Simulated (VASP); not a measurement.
**Band-structure run, with input and output: TiSi₂ (part 1 of 2)**

TiSi₂ (Fddd, 6 atoms in the cell), computed with Kohn-Sham DFT of a periodic cell, PBE, VASP PAW PBE potentials, minimal, no spin polarisation (VASP 6.6.1).

The structure derives from a Materials Project entry.

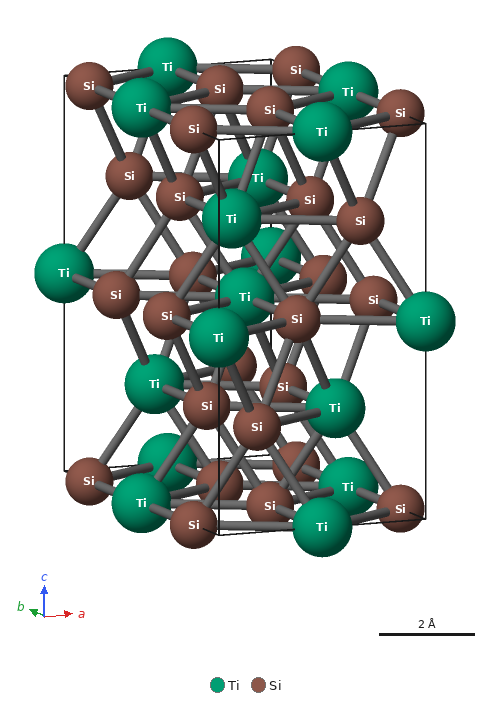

The input geometry (ball-and-stick view of the cell 4 times as large as that of the calculation, set on its symmetry axes, seen slightly off an axis).

Results in brief:

```csv
quantity,value
outcome,converged
space group (tolerance 0.01 Å),Fddd (70)
electrons treated,24
free energy,−40.5221 eV
Fermi energy of the self-consistent step,7.973 eV
gap on the k-point mesh,none (metallic)
gap on the band path,0.00 eV
pressure,1.89 GPa
largest force (length of the vector),0.022 eV/Å
hardware,"1 thread of Intel Xeon @ 2.90GHz (Ice Lake), 128 GiB of memory available, shared host"
wall time,4.2 min
peak memory,0.34 GiB
```

INCAR:
```
SYSTEM = TiSi2
PREC = Accurate
ENCUT = 500
EDIFF = 1E-7
ISMEAR = -1
SIGMA = 0.05
LREAL = .FALSE.
LASPH = .TRUE.
NELM = 100
ALGO = Fast
ISIF = 2
LWAVE = .FALSE.
LCHARG = .FALSE.
LMAXMIX = 4
GGA = PE
NBANDS = 21
```

KPOINTS:
```
regular mesh
0
G
  7 7 7
  0 0 0
```

KPOINTS_OPT:
```
path GYTZGXA1Y,TX1,XAZ,LG
10
line-mode
reciprocal
 0.0000000000  0.0000000000  0.0000000000  G
 0.5000000000  0.0000000000  0.5000000000  Y

 0.5000000000  0.0000000000  0.5000000000  Y
 1.0000000000  0.5000000000  0.5000000000  T

 1.0000000000  0.5000000000  0.5000000000  T
 0.5000000000  0.5000000000  0.0000000000  Z

 0.5000000000  0.5000000000  0.0000000000  Z
 0.0000000000  0.0000000000  0.0000000000  G

 0.0000000000  0.0000000000  0.0000000000  G
 0.0000000000  0.4127457158  0.4127457158  X

 0.0000000000  0.4127457158  0.4127457158  X
 0.5000000000  0.2443551471  0.7443551471  A1

 0.5000000000  0.2443551471  0.7443551471  A1
 0.5000000000  0.0000000000  0.5000000000  Y

 1.0000000000  0.5000000000  0.5000000000  T
 1.0000000000  0.5872542842  0.5872542842  X1

 0.0000000000  0.4127457158  0.4127457158  X
 0.5000000000  0.7556448529  0.2556448529  A

 0.5000000000  0.7556448529  0.2556448529  A
 0.5000000000  0.5000000000  0.0000000000  Z

 0.5000000000  0.5000000000  0.5000000000  L
 0.0000000000  0.0000000000  0.0000000000  G
```

POSCAR:
```
TiSi2
1.0
    0.0000000000      4.1175163063      4.2628978354
    2.3895119538      0.0000000000      4.2628978354
    2.3895119538      4.1175163063      0.0000000000
Ti Si
2 4
Direct
    0.7500000000      0.7500000000      0.7500000000
    0.5000000000      0.5000000000      0.5000000000
    0.4125656100      0.0874343900      0.4125656100
    0.0874343900      0.4125656100      0.0874343900
    0.1625656100      0.8374343900      0.1625656100
    0.8374343900      0.1625656100      0.8374343900
```

Run as:
```bash
cat potpaw_PBE.64/Ti/POTCAR potpaw_PBE.64/Si/POTCAR > POTCAR
mpirun -np 1 vasp_std > vasp.out
```

OSZICAR:
```
N       E                     dE             d eps       ncg     rms          rms(c)
DAV:   1     0.981086976139E+02    0.98109E+02   -0.85446E+03  2688   0.972E+02
DAV:   2    -0.325973435416E+02   -0.13071E+03   -0.12470E+03  2688   0.205E+02
DAV:   3    -0.437878177662E+02   -0.11190E+02   -0.10839E+02  3685   0.541E+01
DAV:   4    -0.440641411658E+02   -0.27632E+00   -0.27515E+00  3571   0.890E+00
DAV:   5    -0.440683772867E+02   -0.42361E-02   -0.42348E-02  3579   0.116E+00    0.246E+01
RMM:   6    -0.407407331270E+02    0.33276E+01   -0.19514E+01  3129   0.259E+01    0.530E+00
RMM:   7    -0.405482722068E+02    0.19246E+00   -0.23808E+00  3060   0.104E+01    0.638E+00
RMM:   8    -0.405276674478E+02    0.20605E-01   -0.10345E+00  3443   0.485E+00    0.228E+00
RMM:   9    -0.405178319102E+02    0.98355E-02   -0.19878E-01  3094   0.327E+00    0.936E-01
RMM:  10    -0.405220923095E+02   -0.42604E-02   -0.37606E-02  3248   0.935E-01    0.106E+00
RMM:  11    -0.405218753551E+02    0.21695E-03   -0.24129E-02  3262   0.983E-01    0.255E-01
RMM:  12    -0.405220172397E+02   -0.14188E-03   -0.52628E-03  3215   0.503E-01    0.117E-01
RMM:  13    -0.405221863714E+02   -0.16913E-03   -0.41470E-03  3519   0.289E-01    0.871E-02
RMM:  14    -0.405221044255E+02    0.81946E-04   -0.52323E-04  3266   0.153E-01    0.509E-02
RMM:  15    -0.405221168953E+02   -0.12470E-04   -0.19748E-04  3378   0.657E-02    0.206E-02
RMM:  16    -0.405221161250E+02    0.77028E-06   -0.21031E-05  3383   0.307E-02    0.134E-02
RMM:  17    -0.405221169428E+02   -0.81783E-06   -0.68547E-06  3446   0.141E-02    0.680E-03
RMM:  18    -0.405221169947E+02   -0.51872E-07   -0.10788E-06  3497   0.661E-03    0.533E-03
RMM:  19    -0.405221167629E+02    0.23177E-06   -0.59026E-07  3018   0.494E-03    0.143E-03
RMM:  20    -0.405221166148E+02    0.14810E-06   -0.98047E-08  2353   0.220E-03    0.137E-03
RMM:  21    -0.405221165749E+02    0.39923E-07   -0.25352E-08  2051   0.104E-03
   1 F= -.40522117E+02 E0= -.40511938E+02  d E =-.203566E-01
       N       E                     dE             ncg
DAV:   1     0.140606698352E+05   -0.18300E+05     2688
DAV:   2     0.620438817013E+04   -0.78563E+04     2698
DAV:   3     0.566471834552E+04   -0.53967E+03     3301
DAV:   4     0.565102801827E+04   -0.13690E+02     3503
DAV:   5     0.565081104147E+04   -0.21698E+00     3537
DAV:   6     0.565080832775E+04   -0.27137E-02     3596
DAV:   7     0.565080825887E+04   -0.68887E-04     3577
DAV:   8     0.565080825663E+04   -0.22345E-05     3643
DAV:   9     0.565080825656E+04   -0.68001E-07     2636
       N       E                     dE             ncg
DAV:   1     0.224000971264E+05   -0.18214E+05     1932
DAV:   2     0.168560054701E+05   -0.55441E+04     1937
DAV:   3     0.164601648546E+05   -0.39584E+03     2382
DAV:   4     0.164496242636E+05   -0.10541E+02     2500
DAV:   5     0.164494586793E+05   -0.16558E+00     2560
DAV:   6     0.164494566572E+05   -0.20221E-02     2503
DAV:   7     0.164494566033E+05   -0.53926E-04     2545
DAV:   8     0.164494566015E+05   -0.17289E-05     2499
DAV:   9     0.164494566015E+05   -0.50142E-07     1716
```

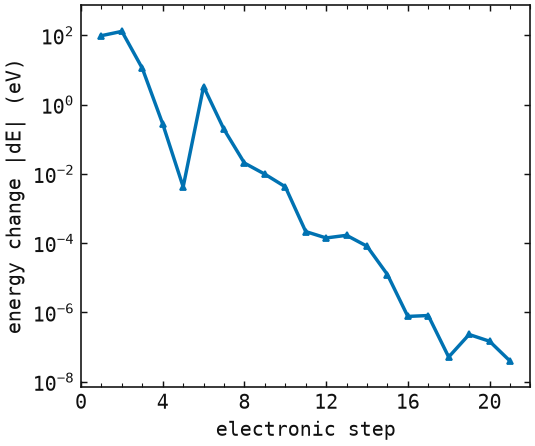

Convergence of the self-consistent field: energy change |dE| against the electronic step. It takes 21 electronic steps. The density is held fixed in the first few steps, and dE rises again when its update begins.

Parts of OUTCAR:
```
SYSTEM = TiSi2
   PREC = Accurate
   ENCUT = 500
   EDIFF = 1E-7
   ISMEAR = -1
   LREAL = .FALSE.
   LASPH = .TRUE.
   NELM = 100
   ISIF = 2
   GGA = PE

 ion  position               nearest neighbor table
   1  0.750  0.750  0.750-   6 2.55   5 2.55   6 2.55   5 2.55   3 2.74   3 2.74   4 2.74   4 2.74
                             3 2.78   4 2.78
   2  0.500  0.500  0.500-   4 2.55   3 2.55   4 2.55   3 2.55   5 2.74   5 2.74   6 2.74   6 2.74
                             5 2.78   6 2.78
   3  0.413  0.087  0.413-   6 2.52   6 2.52   2 2.55   2 2.55   4 2.68   1 2.74   1 2.74   1 2.78
                             4 2.79   4 2.79
   4  0.087  0.413  0.087-   5 2.52   5 2.52   2 2.55   2 2.55   3 2.68   1 2.74   1 2.74   1 2.78
                             3 2.79   3 2.79
   5  0.163  0.837  0.163-   4 2.52   4 2.52   1 2.55   1 2.55   6 2.68   2 2.74   2 2.74   2 2.78
                             6 2.79   6 2.79
   6  0.837  0.163  0.837-   3 2.52   3 2.52   1 2.55   1 2.55   5 2.68   2 2.74   2 2.74   2 2.78
                             5 2.79   5 2.79

  LATTYP: Found a face centered orthorhombic cell.
 ALAT       =     4.7790239076
 B/A-ratio  =     1.7231620456
 C/A-ratio  =     1.7840035613

  Lattice vectors:

 A1 = (   0.0000000000,   4.1175163063,   4.2628978354)
 A2 = (   2.3895119538,   0.0000000000,   4.2628978354)
 A3 = (   2.3895119538,   4.1175163063,   0.0000000000)

Analysis of symmetry for initial positions (statically):
=====================================================================
 Subroutine PRICEL returns:
 Original cell was already a primitive cell.

 Routine SETGRP: Setting up the symmetry group for a
 face centered orthorhombic supercell.

 Subroutine GETGRP returns: Found  8 space group operations
 (whereof  4 operations were pure point group operations)
 out of a pool of  8 trial point group operations.

The static configuration has the point symmetry D_2 .
 The point group associated with its full space group is D_2h.

Analysis of symmetry for dynamics (positions and initial velocities):
=====================================================================
 Subroutine PRICEL returns:
 Original cell was already a primitive cell.

 Routine SETGRP: Setting up the symmetry group for a
 face centered orthorhombic supercell.

 Subroutine GETGRP returns: Found  8 space group operations
 (whereof  4 operations were pure point group operations)
 out of a pool of  8 trial point group operations.

The dynamic configuration has the point symmetry D_2 .
 The point group associated with its full space group is D_2h.

 Subroutine INISYM returns: Found  8 space group operations
 (whereof  4 operations are pure point group operations),
 and found     1 'primitive' translations

----------------------------------------------------------------------------------------

                                     Primitive cell

  volume of cell :      83.8841

  direct lattice vectors                    reciprocal lattice vectors
     0.000000000  4.117516306  4.262897835    -0.209247750  0.121432427  0.117291106
     2.389511954  0.000000000  4.262897835     0.209247750 -0.121432427  0.117291106
     2.389511954  4.117516306  0.000000000     0.209247750  0.121432427 -0.117291106

  length of vectors
     5.926739280  4.886928006  4.760641544     0.268863643  0.268863643  0.268863643

  position of ions in fractional coordinates (direct lattice)
     0.750000000  0.750000000  0.750000000
     0.500000000  0.500000000  0.500000000
     0.412565610  0.087434390  0.412565610
     0.087434390  0.412565610  0.087434390
     0.162565610  0.837434390  0.162565610
     0.837434390  0.162565610  0.837434390

  ion indices of the primitive-cell ions
   primitive index   ion index
                 1           1
                 2           2
                 3           3
                 4           4
                 5           5
                 6           6

----------------------------------------------------------------------------------------

 KPOINTS: regular mesh

Automatic generation of k-mesh.
 Grid dimensions read from file:
 generate k-points for:    7    7    7

 Generating k-lattice:

  Cartesian coordinates                     Fractional coordinates (reciprocal lattice)
    -0.029892536  0.017347490  0.016755872     0.142857143  0.000000000  0.000000000
     0.029892536 -0.017347490  0.016755872     0.000000000  0.142857143 -0.000000000
     0.029892536  0.017347490 -0.016755872     0.000000000 -0.000000000  0.142857143

  Length of vectors
     0.038409092  0.038409092  0.038409092

  Shift w.r.t. Gamma in fractional coordinates (k-lattice)
     0.000000000  0.000000000  0.000000000

 Subroutine IBZKPT returns following result:
 ===========================================

 Found     64 irreducible k-points:

 Following reciprocal coordinates:
            Coordinates               Weight
  0.000000  0.000000  0.000000      1.000000
  0.142857  0.000000  0.000000      8.000000
  0.285714  0.000000  0.000000      8.000000
  0.428571  0.000000  0.000000      8.000000
  0.142857  0.142857  0.000000      2.000000
  0.285714  0.142857  0.000000      8.000000
  0.428571  0.142857  0.000000      8.000000
 -0.428571  0.142857 -0.000000      8.000000
 -0.285714  0.142857 -0.000000      8.000000
 -0.142857  0.142857  0.000000      4.000000
  0.285714  0.285714  0.000000      2.000000
  0.428571  0.285714 -0.000000      8.000000
 -0.428571  0.285714 -0.000000      8.000000
 -0.285714  0.285714 -0.000000      4.000000
  0.428571  0.428571  0.000000      2.000000
 -0.428571  0.428571 -0.000000      4.000000
  0.142857  0.000000  0.142857      2.000000
  0.285714  0.000000  0.142857      8.000000
  0.428571  0.000000  0.142857      8.000000
 -0.428571  0.000000  0.142857      8.000000
 -0.285714 -0.000000  0.142857      8.000000
 -0.142857  0.000000  0.142857      4.000000
  0.000000  0.142857  0.142857      2.000000
  0.285714  0.142857  0.142857      4.000000
 [... further k-points ...]
```
